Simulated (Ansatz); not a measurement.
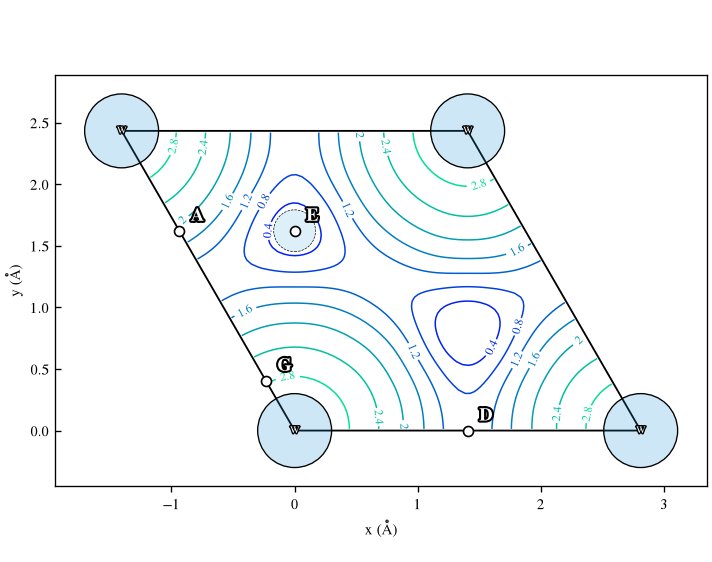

C on a W(111) slab cut from the Fm-3m phase, its upper half relaxed before the scan (3 atoms of substrate and one adsorbate in a 1 × 1 cell). C is moved over the surface cell; relaxed at each place: the height of the adsorbate's atoms; substrate rigid; the origin of the map has the adsorbate above W3. Places are given modulo a cell vector. The map is drawn in real space over the plane of the surface. The scan uses a 6 × 6 grid; 10 points were computed and 26 follow by symmetry. Energies are in eV, from the lowest grid point. With one adsorbate in each 1 × 1 cell, its nearest image is 2.8 Å away, so neighbouring adsorbates interact. The calculation used Ansatz, DFT LDA, scalar-relativistic, plane waves, PAW. Settings: cutoff 420 eV, k-mesh 12×12×1, gaussian smearing 0.1 eV, no spin polarisation.

Drawn: contour lines labelled in eV, labelled circles for the atoms of the top layer and small ones for the second layer, the outline of one cell of the plane, lettered points. Between grid points the surface is interpolated.

### Is E the lowest point of the computed grid?

No. E lies 0.13 eV above the lowest grid point, which is at a threefold hollow over a third-layer W atom, (4/6, 2/6) of the cell vectors. It is a local minimum.

### Rank the lettered points by energy, lowest first.

E (0.13 eV), D (0.96 eV), A (1.88 eV), G (2.77 eV).
